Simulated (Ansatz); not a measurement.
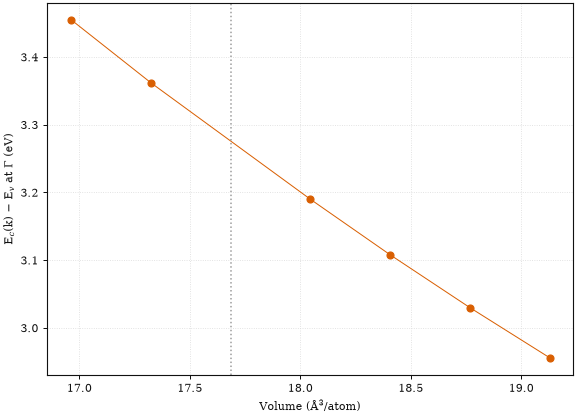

Lowest conduction level at Γ, counted from the valence-band top at Γ. One run is left out (dotted line).

System: antifluorite-type Li$_{2}$Se, space group Fm-3m, 3 atoms in the primitive cell. The cell is scaled uniformly. Level of theory: LDA, Ansatz PAW, no spin polarisation, no spin-orbit coupling, 7×7×7 k mesh, 420 eV cutoff, Fermi-Dirac smearing of 0.05 eV; code Ansatz 0.2.0.

```csv
volume,Γ (eV)
16.96 Å³/atom,3.46
17.32 Å³/atom,3.36
18.05 Å³/atom,3.19
18.41 Å³/atom,3.11
18.77 Å³/atom,3.03
19.13 Å³/atom,2.96
```

**What does the missing run, at 17.68 Å³/atom, give?**

A fit through the other points against the logarithm of the volume gives 3.28 eV at Γ (a straight line). The run itself gives 3.27 eV, within 0.01 eV of the estimate.

**What is the deformation potential dE/d ln V?**

A straight line against ln V has a slope of −4.2 eV at Γ.

The smallest gap over all k points computed is 2.90, 2.92, 2.93, 2.95, 2.96, 2.97 and 2.96 eV in turn; it lies up to 0.55 eV under the lowest value plotted. Spin-orbit coupling is left out, which matters for Se. The PAW data sets were made with another functional. LDA, GGA and most meta-GGA functionals understate gaps. A mesh with an odd division misses points of the zone boundary, where a smaller gap can lie.
